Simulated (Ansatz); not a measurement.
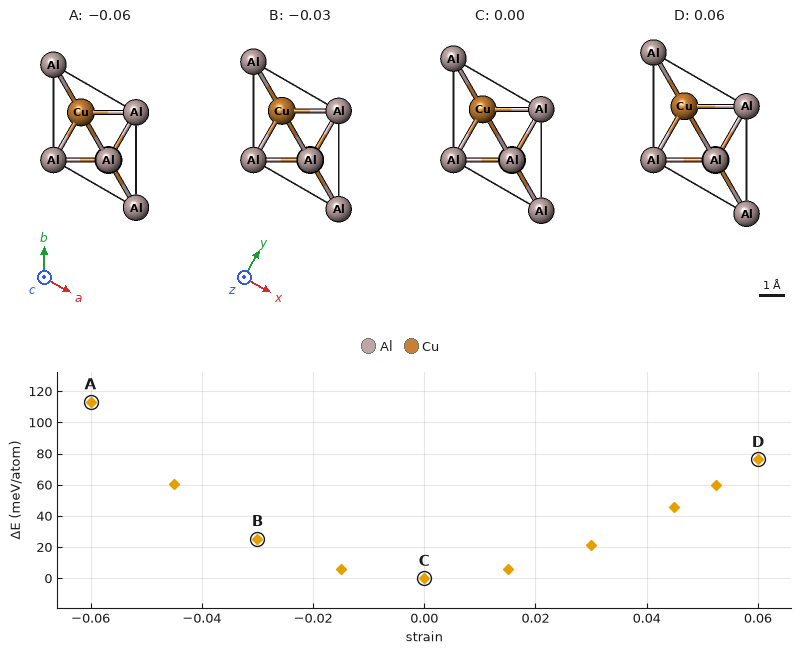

A scan of a crystal of Al₃Cu₂ (P-3m1): the cell is strained equally along x and y, with the atoms kept at their fractional coordinates. x, y and z are the Cartesian axes of the input. The lettered frames are marked on the plot. A ball-and-stick model of the cell of the calculation, seen along the c axis.

Theory: DFT PBEsol, scalar-relativistic, plane waves, PAW (Ansatz). Set-up: plane-wave cutoff 420 eV; k-point mesh 12 × 12 × 10; occupations gaussian; smearing width 0.15 eV; no spin polarisation. Energies (free energies at the smearing named) are counted from the relaxed crystal.

> Describe the profile.

Of the computed points the lowest is at the strain 0.00, 0.0 meV/atom. At the ends of the scan the energy is 113.3 meV/atom (−0.06) and 76.2 meV/atom (0.06). The curvature at zero strain, (1/V) d²E/dε², is about 580 GPa; it is C₁₁ + C₂₂ + 2C₁₂ with clamped ions. The distortion keeps the space group P-3m1. At the strain −0.06 the cell of the drawing goes a 4.099 → 3.853 Å, b 4.099 → 3.853 Å.

The computed points:

```csv
strain,ΔE (meV/atom)
−0.0600,113.3
−0.0450,60.7
−0.0300,25.5
−0.0150,5.9
0.0000,0.0
0.0150,5.8
0.0300,21.6
0.0450,45.6
0.0525,60.2
0.0600,76.2
```
